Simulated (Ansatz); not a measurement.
**Au(111) / 1 layer Re(0001) / Au(111): resistance against film thickness**

Aim: what a thin film of another metal adds to the resistance, first Au(111) / 1 layer Re(0001) / Au(111).

Method: Ansatz plane-wave DFT, PBE, PAW files; ballistic transport by layer matching (Landauer), zero bias, in Ansatz 0.2.0.

## 1. Starting point

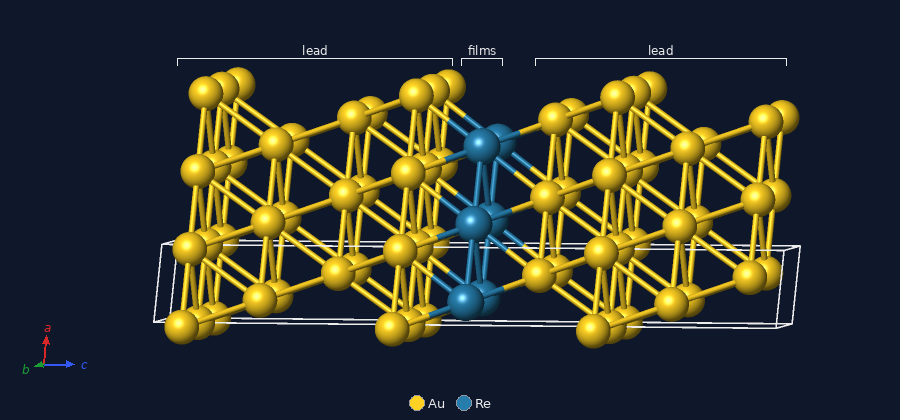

The cell as given, from the side, with the c axis across the page (gold yellow, rhenium blue). 3×2×1 cells are drawn. Some periodic images of atoms are drawn too.

The cell holds 9 atoms: 8 Au and 1 Re. Its edges and angles: a = 2.884 Å, b = 2.884 Å, c = 20.880 Å, α = 90.0°, β = 90.0°, γ = 120.0°. It derives from Au and Re. Regions: lead, 8 atoms (8 Au); films, 1 atom (1 Re). The structure is stacked along c, and the current runs across the ab planes.

## 2. With 1 layer

The film is laid into the lead at the lead's in-plane lattice, and the cell closes on the lead's own image. The mesh across the current, 30×30, is finer than the density's, because channels open and close sharply across the zone. Energies from -1 to 1 eV in steps of 0.036 eV cover the slope of the Fermi function at 300 K, so the program can form a conductance.

The input, input.yaml:

```yaml
crystal:
  lattice:
    - [2.8837582304, 0.0, 0.0]
    - [-1.4418791152, 2.4974078859, 0.0]
    - [0.0, 0.0, 20.8796928431]
  atoms:
    - { symbol: Au, position: [0.0, 0.0, 0.0563844199] }
    - { symbol: Au, position: [0.3333333333, 0.6666666667, 0.1691532596] }
    - { symbol: Au, position: [0.6666666667, 0.3333333333, 0.2819220993] }
    - { symbol: Au, position: [0.0, 0.0, 0.394690939] }
    - { symbol: Re, position: [0.3333333333, 0.6666666667, 0.5] }
    - { symbol: Au, position: [0.6666666667, 0.3333333333, 0.605309061] }
    - { symbol: Au, position: [0.0, 0.0, 0.7180779007] }
    - { symbol: Au, position: [0.3333333333, 0.6666666667, 0.8308467404] }
    - { symbol: Au, position: [0.6666666667, 0.3333333333, 0.9436155801] }
kpoints:
  mp_grid: { grid: [15, 15, 2] }
hamiltonian:
  xc: pbe
scf:
  occupations: { method: fermi_dirac, width: 0.1 }
output:
  transmission: { leads: [[0, 1]], kmesh: [30, 30], e_range: [-1.0, 1.0], de: 0.036 }
  write_potential: true
  write_density: true
  volumetric_format: npy
  elf: true
```

On the command line:

```bash
> ansatz run input.yaml --threads 4 --pin off --max-ram 8192MiB --backend cpu --events-out ev --progress --plain --runs-dir out
```

Numbers of over 12 decimals in the logs are rounded to 6 here.

Output:

```text
Engine: ansatz 0.2.0, aarch64-unknown-linux-gnu
Pseudopotentials: kind: paw
Pseudopotential: Au, paw, valence charge 19, recommended cutoff 420 eV (normal), Au.paw.azcp
Pseudopotential: Re, paw, valence charge 15, recommended cutoff 420 eV (normal), Re.paw.azcp
Functional definition: PBE
  parameter kappa = 0.804
  parameter beta = 0.066725
  exchange = pbe_x(kappa = kappa, mu = beta*pi^2/3)
  correlation = pbe_c(beta = beta)
Crystal: 9 atoms, lattice volume = 150.374 Å³
Basis set: ecut = 420 eV, 2913 PW (Γ)
Bands: 101, of which v1, the nominal top of the filled ones, is band 84 counted from 1 (83 counted from 0)
Symmetry: 12 space group operations
Space group: P-3m1 (ITA 164), of the structure as read, at distance tolerance 5.3e-5 Å
k-points: 54 of 450
Non-local potential: Au, projectors of the file, l = 0: 3, l = 1: 2, l = 2: 2, l = 3: 1
Non-local potential: Re, projectors of the file, l = 0: 3, l = 1: 2, l = 2: 2, l = 3: 1
PAW form: soft (Blöchl's): semilocal exchange-correlation on the pseudo side does not see the compensation charge
PAW one-centre angular grid: Au, 590 points (default); XC on 64 Gauss nodes
PAW one-centre angular grid: Re, 590 points (default); XC on 64 Gauss nodes
Initial density: superposition of atomic densities (neutral atoms: chi_scale 0, normalization atom), corrected by the library's trained network
Initial wavefunctions: pseudopotential atomic-orbital guess
Functional: x = pbe(κ = 0.804, μ = 0.219515), c = pbe(β = 0.066725)
SCF iter   1: F=—  HF=-116061.427294 eV  |F-HF|=—  |Δ(HF+E_count)|=         —  Δρ=5.10e-3  dr2=1.53e0  ethr=1.77e-3  ⟨swp⟩=5.3  Hψ=17190  notcnv=0  defer=209
preconditioner: auto → Kerker (q_TF=auto, 2.776 Å⁻¹)  [metal: Δε(μ)=0.003 eV  Ē_g=10.184 eV  σ=0.100 eV  W_gap=0.01  n_scr=60 (ndim 8)  ℏωp=29.5 eV  f_vac=0.000  D(μ)=3.28/eV (n_scr^D=12)]
SCF iter   2: F=—  HF=-116061.421824 eV  |F-HF|=—  |Δ(HF+E_count)|=   5.47e-3  Δρ=3.29e-3  dr2=9.50e-1  ethr=9.14e-4  ⟨swp⟩=1.1  Hψ=6324  notcnv=0  defer=243
SCF iter   3: F=—  HF=-116061.401968 eV  |F-HF|=—  |Δ(HF+E_count)|=   1.99e-2  Δρ=1.18e-3  dr2=5.90e-2  ethr=5.69e-4  ⟨swp⟩=1.0  Hψ=5084  notcnv=0  defer=243
SCF iter   4: F=—  HF=-116061.399833 eV  |F-HF|=—  |Δ(HF+E_count)|=   2.14e-3  Δρ=3.99e-4  dr2=2.96e-3  ethr=3.53e-5  ⟨swp⟩=1.0  Hψ=5084  notcnv=0  defer=243
SCF iter   5: F=—  HF=-116061.399695 eV  |F-HF|=—  |Δ(HF+E_count)|=   1.38e-4  Δρ=1.32e-4  dr2=3.52e-4  ethr=1.77e-6  ⟨swp⟩=1.1  Hψ=5236  notcnv=0  defer=244
SCF iter   6: F=—  HF=-116061.399678 eV  |F-HF|=—  |Δ(HF+E_count)|=   1.66e-5  Δρ=4.81e-5  dr2=5.28e-5  ethr=2.11e-7  ⟨swp⟩=1.3  Hψ=5182  notcnv=0  defer=244
SCF iter   7: F=—  HF=-116061.399659 eV  |F-HF|=—  |Δ(HF+E_count)|=   1.95e-5  Δρ=1.83e-5  dr2=4.10e-6  ethr=3.16e-8  ⟨swp⟩=1.0  Hψ=5328  notcnv=0  defer=267
SCF iter   8: F=—  HF=-116061.399659 eV  |F-HF|=—  |Δ(HF+E_count)|=   3.76e-7  Δρ=6.83e-6  dr2=4.36e-7  ethr=2.45e-9  ⟨swp⟩=1.2  Hψ=5147  notcnv=0  defer=267
SCF iter   9: F=-116061.399658 eV  HF=-116061.399658 eV  |F-HF|=2.47e-8  |Δ(HF+E_count)|=   4.93e-8  Δρ=2.45e-6  dr2=2.90e-8  ethr=5.99e-11  ⟨swp⟩=8.6  Hψ=17800  notcnv=0
SCF 1 converged in 9 iterations: F = -116061.399658 eV  dr2 = 2.90e-8
  greatest PAW one-centre occupation: 1.000 electrons in one spin orbital (limit 2), on the Au atom at site 5 (counted from 0), in its partial waves of l = 0
transmission: 328 of 3276 steps passed
transmission: 656 of 3276 steps passed
[...]
transmission: 3276 of 3276 steps passed
SCF converged after 9 iterations
Free energy (F): -116061.399658 eV
Harris-Foulkes:  -116061.399658 eV  (|F-HF|=2.47e-8)
Internal energy: -116061.279448 eV  (E = F + TS)
E sigma→0 (E₀):  -116061.339553 eV
Entropy (-TS):   -0.120211 eV (-13.357 meV/atom)
Fermi energy:    21.234664 eV
--- Per-component energies (eV) ---
  E_band       = -1707.703076
  E_kinetic    = 5379.243504
  E_local      = -14451.585232  (includes V_loc(G=0)·N_el)
  E_nonlocal   = 641.065623
  E_hartree    = 6132.351878
  E_xc         = -2229.589881
  E_vxc        = -2508.400893  (∫ρ·V_xc dr)
  E_paw        = -86311.114400  (= ΣΔE_a)
  E_vpaw       = -3032.734503  (= ΣTr[D̂ρ^β])
  E_aug_tail   = 0.011849  (compensation charges beyond the density's cutoff)
  E_ewald      = -25221.662789
  E_smearing   = -0.120211  (= −TS)
  E_closure    = 0.000000  (closes the sum)
  Σ components = -116061.399658   (vs F -116061.399658, Δ=0.00e0)
--- Band table (eV; the first three rows and the last of 54) ---
  k-point 0: bands = [... 80 lower, 18.8073, 18.8073, 19.1038, 19.1038, 19.7521, 19.7575, 20.3255, 20.3255, ... 13 higher]
  k-point 1: bands = [... 80 lower, 18.8542, 18.8542, 19.0116, 19.0876, 19.0876, 20.3256, 20.3256, 20.3566, ... 13 higher]
  k-point 2: bands = [... 80 lower, 18.7148, 18.8460, 19.1050, 19.1061, 19.8971, 20.3542, 20.4389, 20.5305, ... 13 higher]
  k-point 53: bands = [... 80 lower, 21.9768, 23.7529, 23.7846, 23.7846, 23.9394, 23.9394, 24.2110, 24.8331, ... 13 higher]
--- Transmission ---
  basis      : 61 plane waves across, 36 finite elements along
  points     : 91, standing for a mesh of 30 x 30
  filling    : by the input's occupations and mesh, since the crystals that have channels conduct as metals do. If one of these is a semiconductor, that mesh has misplaced its level
  energies   : 56 from -1.000000 to 0.980000 eV about the Fermi level, 0.036000 eV apart; the leads are filled to 0.000000 eV, and channels, transmission and decay are at 0.008000 eV
  crystal 0  : Au1, at the sites [0, 1], period 2.3546 Å, over 18.84 Å; its Hamiltonian steps by up to 10.4 meV
    offset         : up to 0.0000 Å between an atom of the period and one for which it stands
    filled         : 40.3 meV over the level at which it is neutral
    channels       : 7.966667e-1 a spin
    conductance    : 8.5504e14 S/m² at 300 K; may be off by some 0.0 % by where its bands' edges are placed, 4.2 % from the k-mesh, 0.4 % from the distance to neutral
    slowest decay  : 0.0848 /Å at (0.0667, 0.0000)
  junction   : crystal 0 to crystal 0, 0.70 to 19.22 Å
    transmission   : 4.332244e-1 a spin
    conductance    : 4.6385e14 S/m² at 300 K (4.2856e14 on every other point, 4.6415e14 on every other energy)
    error estimate : 0.1 % from the energy spacing and 0.0 % from band edges of the leads and from resonances (wavevectors taken as independent; lower de), 6.6 % from the k-mesh, 2.2 % from the steps of its leads' Hamiltonians or their offsets (lay more layers), 0.7 % from the distance to neutral
    resistance     : 9.8634e-4 Ω µm² beyond half of each lead's own
```

Wall time 88 s (4 threads of Arm Neoverse V1, shared host); peak memory 0.92 GiB; 5.6 min of CPU time.

The column dr2 measures how far the density is from self-consistency, as an energy; F and HF (Harris–Foulkes) agree once it is small.

This step gave:

```yaml
free_energy: -116061.3997 eV
energy_at_zero_smearing: -116061.3396 eV
fermi_energy: 21.23 eV
cell_area: 7.202 Å²
step_of_the_lead_s_potential: 10.4 meV
ballistic_conductance_of_the_lead: 8.55e14 S/m²
estimated_errors_of_the_lead_s_conductance: 0, 4.2, 0.4 % (band edges, k-mesh, distance from neutral)
lead_conductance_per_cell: 0.7948 G₀
conductance_of_the_junction: 4.64e14 S/m²
junction_conductance_per_cell: 0.4312 G₀
estimated_errors_of_the_junction_s_conductance: 0.1, 0, 6.6, 2.2, 0.7 % (energy step, band edges, k-mesh, leads' steps, distance from neutral)
area_resistance_that_the_stack_adds_contact_term_taken_off_spin_by_spin: 0.9863 fΩ m²
```

Per spin. Transmission, zone mean against energy, zero at the Fermi level:

| energy (eV) | transmission, zone mean |
| --- | --- |
| -1.000 | 0.404 |
| -0.892 | 0.434 |
| -0.784 | 0.440 |
| -0.712 | 0.453 |
| -0.604 | 0.443 |
| -0.496 | 0.444 |
| -0.388 | 0.444 |
| -0.352 | 0.461 |
| -0.316 | 0.441 |
| -0.208 | 0.419 |
| -0.100 | 0.422 |
| 0.008 | 0.433 |
| 0.116 | 0.439 |
| 0.188 | 0.443 |
| 0.296 | 0.457 |
| 0.404 | 0.473 |
| 0.512 | 0.475 |
| 0.584 | 0.477 |
| 0.692 | 0.483 |
| 0.800 | 0.496 |
| 0.908 | 0.532 |

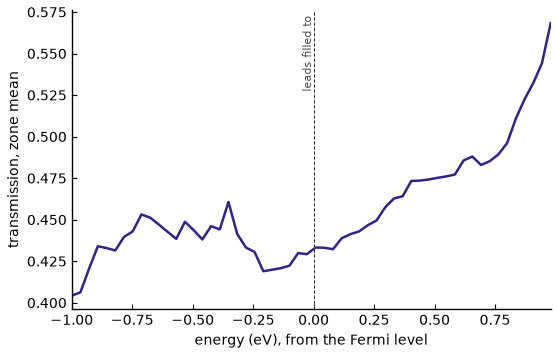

Transmission, zone mean, plotted against energy.

Per spin. Open channels, zone mean, lead against energy, zero at the Fermi level:

| energy (eV) | open channels, zone mean, lead |
| --- | --- |
| -1.000 | 0.657 |
| -0.784 | 0.71 |
| -0.604 | 0.723 |
| -0.388 | 0.763 |
| -0.208 | 0.783 |
| 0.008 | 0.797 |
| 0.188 | 0.843 |
| 0.404 | 0.837 |
| 0.584 | 0.837 |
| 0.800 | 0.863 |

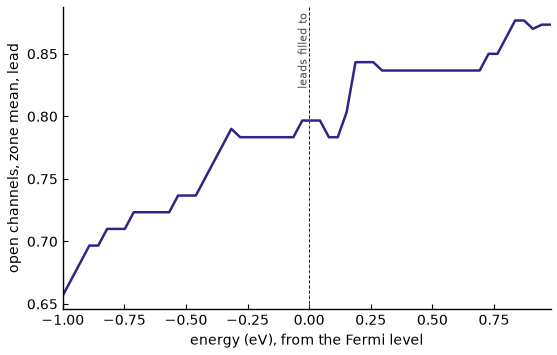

Open channels, zone mean, lead against energy.

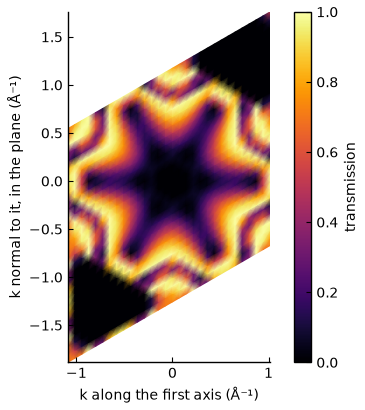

Transmission over k1 and k2. At 0.0080 eV from the Fermi level.

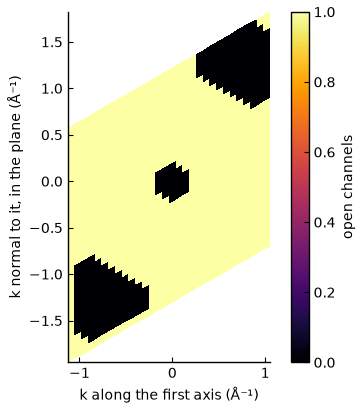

Open channels over k1 and k2. At 0.0080 eV from the Fermi level.

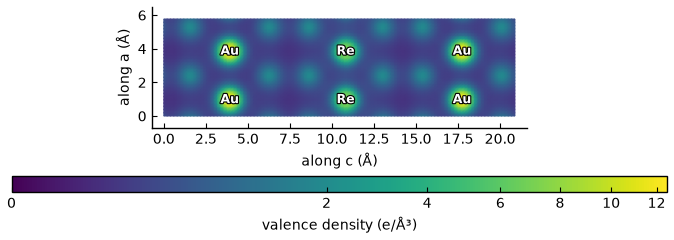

Valence density in the ca plane at fractional y = 0.667, with atoms of Au and Re within 0.2 Å of it. It is the smooth field of the valence electrons, not physical close to the nuclei. The colour scale is stretched toward low values.

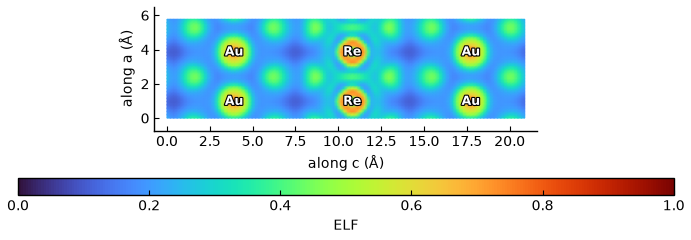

ELF in the ca plane at fractional y = 0.667, with atoms of Au and Re within 0.2 Å of it. It is the smooth field of the valence electrons, not physical close to the nuclei.

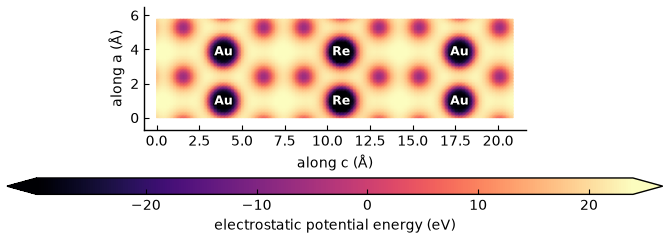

Electrostatic potential energy in the ca plane at fractional y = 0.667, with atoms of Au and Re within 0.2 Å of it. With pseudopotentials it is smooth inside the atoms' cores, unlike the true potential.

The lead's potential steps by 10 meV from period to period, small in itself. The program estimates the junction's conductance to 6.6 % from the k-mesh, 0.7 % from the leads' distance from neutral and 2.2 % from their steps.

By hand: 1/G − 1/G_lead = 1/0.4638 − 1/0.8550 = 0.986 fΩ m² with G in 10¹⁵ S/m².

## 3. With 3 layers, k-mesh 15×15×1, film layers 3

The stack now holds 3 film layers; the k-mesh follows the cell, and the energies span -0.27 to 0.27 eV.

System of this step: Au(111) / 3 layers Re(0001) / Au(111). The cell holds 11 atoms: 8 Au and 3 Re. Cell: a = 2.884 Å, b = 2.884 Å, c = 24.966 Å, α = 90.0°, β = 90.0°, γ = 120.0°. It derives from Au and Re. Regions: lead, 8 atoms (8 Au); films, 3 atoms (3 Re). The structure is stacked along c, and the current runs across the ab planes.

The input, input.yaml:

```yaml
crystal:
  lattice:
    - [2.8837582304, 0.0, 0.0]
    - [-1.4418791152, 2.4974078859, 0.0]
    - [0.0, 0.0, 24.9658187643]
  atoms:
    - { symbol: Au, position: [0.0, 0.0, 0.0471560488] }
    - { symbol: Au, position: [0.3333333333, 0.6666666667, 0.1414681464] }
    - { symbol: Au, position: [0.6666666667, 0.3333333333, 0.2357802439] }
    - { symbol: Au, position: [0.0, 0.0, 0.3300923415] }
    - { symbol: Re, position: [0.3333333333, 0.6666666667, 0.4181655935] }
    - { symbol: Re, position: [0.6666666667, 0.3333333333, 0.5] }
    - { symbol: Re, position: [0.3333333333, 0.6666666667, 0.5818344065] }
    - { symbol: Au, position: [0.6666666667, 0.3333333333, 0.6699076585] }
    - { symbol: Au, position: [0.0, 0.0, 0.7642197561] }
    - { symbol: Au, position: [0.3333333333, 0.6666666667, 0.8585318536] }
    - { symbol: Au, position: [0.6666666667, 0.3333333333, 0.9528439512] }
kpoints:
  mp_grid: { grid: [15, 15, 1] }
hamiltonian:
  xc: pbe
scf:
  occupations: { method: fermi_dirac, width: 0.1 }
output:
  transmission:
    leads: [[0, 1]]
    kmesh: [30, 30]
    e_range: [-0.27, 0.27]
    de: 0.036
  write_potential: true
  write_density: true
  volumetric_format: npy
```

Output:

```text
[...]
Crystal: 11 atoms, lattice volume = 179.802 Å³
Basis set: ecut = 420 eV, 3527 PW (Γ)
Bands: 119, of which v1, the nominal top of the filled ones, is band 99 counted from 1 (98 counted from 0)
Symmetry: 6 space group operations
[...]
k-points: 27 of 225 (time reversal used)
[...]
--- Transmission ---
  basis      : 61 plane waves across, 43 finite elements along
  points     : 91, standing for a mesh of 30 x 30
[...]
filled         : 21.1 meV over the level at which it is neutral
    channels       : 7.966667e-1 a spin
[...]
slowest decay  : 0.0837 /Å at (0.0667, 0.0000)
  junction   : crystal 0 to crystal 0, 0.70 to 23.31 Å
    transmission   : 3.127243e-1 a spin
[...]
resistance     : 1.8281e-3 Ω µm² beyond half of each lead's own
[key lines of the parts left out:]
SCF converged after 10 iterations
Free energy (F): -137797.468152 eV
Fermi energy:    21.685603 eV
```

Run time: 52 s. Hardware: 4 threads; peak memory 0.94 GiB; 3.2 min of CPU time.

This step gave:

- free energy: -137797.4682 eV
- energy at zero smearing: -137797.3744 eV
- Fermi energy: 21.69 eV
- step of the lead's potential: 5.9 meV
- ballistic conductance of the lead: 8.54e14 S/m²
- estimated errors of the lead's conductance: 0, 4.1, 0.2 % (band edges, k-mesh, distance from neutral)
- lead conductance per cell: 0.7938 G₀
- conductance of the junction: 3.33e14 S/m²
- junction conductance per cell: 0.3099 G₀
- estimated errors of the junction's conductance: 0.1, 0, 9.9, 4.7, 0.8 % (energy step, band edges, k-mesh, leads' steps, distance from neutral)
- area resistance that the stack adds (contact term taken off, spin by spin): 1.828 fΩ m²

Per spin. Table of transmission, zone mean by energy, zero at the Fermi level:

| energy (eV) | transmission, zone mean |
| --- | --- |
| -0.270 | 0.247 |
| -0.234 | 0.243 |
| -0.198 | 0.278 |
| -0.162 | 0.301 |
| -0.126 | 0.298 |
| -0.090 | 0.302 |
| -0.054 | 0.301 |
| -0.018 | 0.307 |
| 0.018 | 0.313 |
| 0.054 | 0.315 |
| 0.090 | 0.330 |
| 0.126 | 0.327 |
| 0.162 | 0.321 |
| 0.198 | 0.345 |
| 0.234 | 0.340 |
| 0.270 | 0.294 |

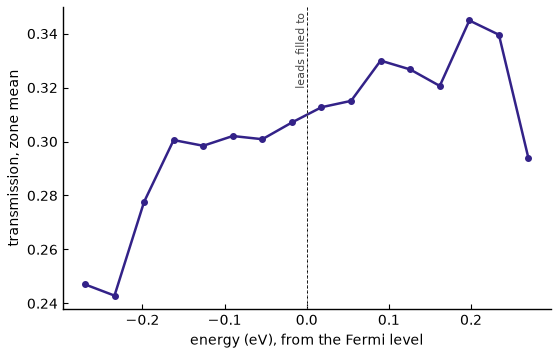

Transmission, zone mean, plotted against energy.

The conductance of the junction is 3.3e14 S/m², 28 % under the 4.6e14 S/m² of the last finished run.

## 4. With 5 layers, k-mesh 15×15×1, film layers 5

The stack now holds 5 film layers; the k-mesh follows the cell, and the energies span -0.27 to 0.27 eV.

System of this step: Au(111) / 5 layers Re(0001) / Au(111). The cell holds 13 atoms: 8 Au and 5 Re. Cell: a = 2.884 Å, b = 2.884 Å, c = 29.052 Å, α = 90.0°, β = 90.0°, γ = 120.0°. It derives from Au and Re. Regions: lead, 8 atoms (8 Au); films, 5 atoms (5 Re). The structure is stacked along c, and the current runs across the ab planes.

input.yaml, the sections that differ from step 3:

```yaml
crystal:
  lattice:
    - [2.8837582304, 0.0, 0.0]
    - [-1.4418791152, 2.4974078859, 0.0]
    - [0.0, 0.0, 29.0519446854]
  atoms:
    - { symbol: Au, position: [0.0, 0.0, 0.0405235994] }
    - { symbol: Au, position: [0.3333333333, 0.6666666667, 0.1215707981] }
    - { symbol: Au, position: [0.6666666667, 0.3333333333, 0.2026179969] }
    - { symbol: Au, position: [0.0, 0.0, 0.2836651957] }
    - { symbol: Re, position: [0.3333333333, 0.6666666667, 0.359351036] }
    - { symbol: Re, position: [0.6666666667, 0.3333333333, 0.429675518] }
    - { symbol: Re, position: [0.3333333333, 0.6666666667, 0.5] }
    - { symbol: Re, position: [0.6666666667, 0.3333333333, 0.570324482] }
    - { symbol: Re, position: [0.3333333333, 0.6666666667, 0.640648964] }
    - { symbol: Au, position: [0.6666666667, 0.3333333333, 0.7163348043] }
    - { symbol: Au, position: [0.0, 0.0, 0.7973820031] }
    - { symbol: Au, position: [0.3333333333, 0.6666666667, 0.8784292019] }
    - { symbol: Au, position: [0.6666666667, 0.3333333333, 0.9594764006] }
# kpoints, hamiltonian, scf, output: as in step 3
```

Output:

```text
[...]
Crystal: 13 atoms, lattice volume = 209.230 Å³
Basis set: ecut = 420 eV, 4093 PW (Γ)
Bands: 137, of which v1, the nominal top of the filled ones, is band 114 counted from 1 (113 counted from 0)
Symmetry: 6 space group operations
[...]
k-points: 27 of 225 (time reversal used)
[...]
--- Transmission ---
  basis      : 61 plane waves across, 51 finite elements along
  points     : 91, standing for a mesh of 30 x 30
[...]
filled         : 26.5 meV over the level at which it is neutral
    channels       : 7.966667e-1 a spin
[...]
slowest decay  : 0.0844 /Å at (0.0667, 0.0000)
  junction   : crystal 0 to crystal 0, 0.70 to 27.40 Å
    transmission   : 2.775640e-1 a spin
[...]
resistance     : 2.2122e-3 Ω µm² beyond half of each lead's own
[key lines of the parts left out:]
SCF converged after 10 iterations
Free energy (F): -159533.257469 eV
Fermi energy:    22.020963 eV
```

Wall time 65 s (4 threads); peak memory 1.2 GiB.

Numbers from this step:

| Quantity | Value |
| --- | --- |
| free energy | -159533.2575 eV |
| energy at zero smearing | -159533.1176 eV |
| Fermi energy | 22.02 eV |
| step of the lead's potential | 6.2 meV |
| estimated errors of the lead's conductance | 0, 4.1, 0.3 % (band edges, k-mesh, distance from neutral) |
| lead conductance per cell | 0.7941 G₀ |
| conductance of the junction | 2.96e14 S/m² |
| junction conductance per cell | 0.2748 G₀ |
| estimated errors of the junction's conductance | 0.2, 0, 10.3, 8.1, 1.3 % (energy step, band edges, k-mesh, leads' steps, distance from neutral) |
| area resistance that the stack adds (contact term taken off, spin by spin) | 2.212 fΩ m² |

Per spin. Table of transmission, zone mean by energy, zero at the Fermi level:

| energy (eV) | transmission, zone mean |
| --- | --- |
| -0.270 | 0.224 |
| -0.234 | 0.237 |
| -0.198 | 0.254 |
| -0.162 | 0.274 |
| -0.126 | 0.249 |
| -0.090 | 0.252 |
| -0.054 | 0.271 |
| -0.018 | 0.272 |
| 0.018 | 0.278 |
| 0.054 | 0.285 |
| 0.090 | 0.271 |
| 0.126 | 0.273 |
| 0.162 | 0.274 |
| 0.198 | 0.267 |
| 0.234 | 0.271 |
| 0.270 | 0.262 |

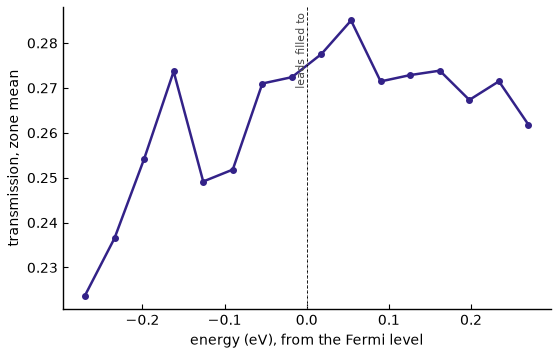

Transmission, zone mean against energy.

The conductance of the junction is 3.0e14 S/m², 11 % under the 3.3e14 S/m² of the last finished run, no more than the error estimates, leads' steps apart, of 9.9 and 10 % together.

(Part 1 of 2 ends here.)

[Logs are printed without paths, hosts, clocks, repeated set-up lines and the standing remarks that a program may print on its own settings, such as how far it seeks lower states.]

[Hosts, paths, dates, database ids (printed as entryN), source tags and the programs' standing remarks are cut or masked in the printed files.]
